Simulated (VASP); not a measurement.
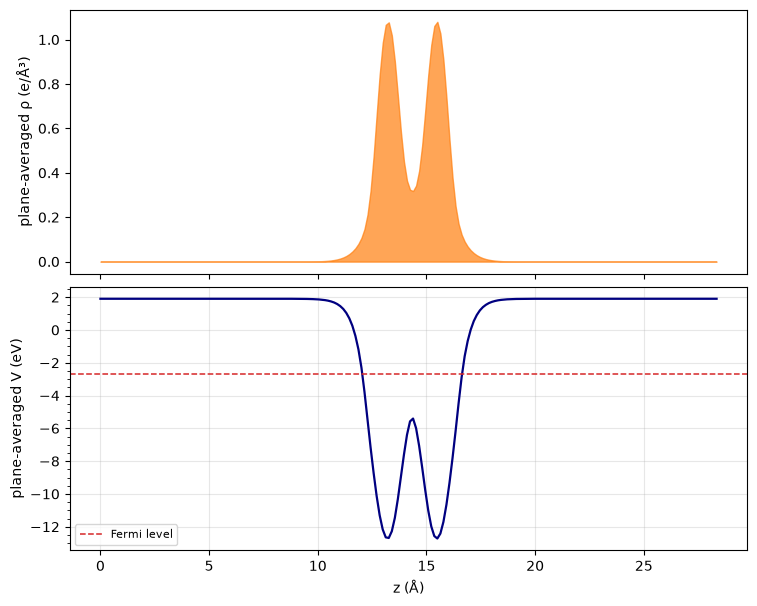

Figure 1: Ta. Plane average of the electrostatic potential energy of an electron and of the valence pseudo-density across the slab.

Level of theory: Kohn-Sham DFT of a periodic cell, PBE, VASP PAW PBE potentials, recommended (VASP).

Core electrons are frozen (PAW), and the valence fields are smoothed inside the atomic spheres.

```cif
data_structure
_symmetry_space_group_name_H-M 'P 1'
_symmetry_Int_Tables_number 1
_cell_length_a 2.7190
_cell_length_b 2.7190
_cell_length_c 28.4866
_cell_angle_alpha 90.000
_cell_angle_beta 90.000
_cell_angle_gamma 90.000
_cell_volume 210.60
loop_
_atom_site_label
_atom_site_type_symbol
_atom_site_fract_x
_atom_site_fract_y
_atom_site_fract_z
_atom_site_occupancy
Ta1 Ta 0.00000 0.50000 0.30264 1
Ta2 Ta 0.50000 0.00000 0.22392 1
```

> How far above the Fermi level of the calculation is the vacuum level?

4.6 eV.

> How thick is the slab, and how wide the vacuum?

The outermost nuclei are 2.2 Å apart, in 2 atomic planes; the vacuum between periodic images is 26.2 Å wide.
